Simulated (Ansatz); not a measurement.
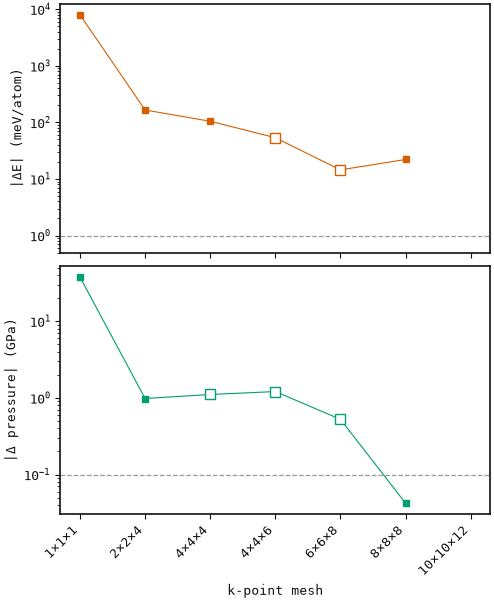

One cell, run at 7 values of the k-point mesh.
The run: Sn (P-1, 1 atom in the cell), by DFT PBEsol, scalar-relativistic, plane waves, PAW (Ansatz 0.2.0); cutoff 420 eV, Gaussian smearing of 0.1 eV.
ΔE is the free energy less its value at the densest setting, 10×10×12.
Dashed lines or grey bands mark the tolerance: 1 meV/atom and 0.1 GPa.
On logarithmic panels, open markers lie below the reference value and filled ones above.

**What is enough for the free energy to 1 meV/atom?**

The free energy at the last setting but one, 8×8×8, is still more than 1 meV/atom from the densest setting's value, so the scan doesn't show it converged. It is off by 8000 meV/atom at 1×1×1, 54 meV/atom at 4×4×6 and 22 meV/atom at 8×8×8 (on both sides of it). The system is metallic at this level, and the Fermi surface makes the k-point sum converge slowly and unevenly.

**And the pressure, to 0.1 GPa?**

The pressure is within 0.1 GPa of the densest setting's value from 8×8×8 on. That rests on a single mesh and may be a chance crossing. It is off by 38 GPa at 1×1×1, 1.1 GPa at 4×4×4 and 0.53 GPa at 6×6×8 (on both sides of it).
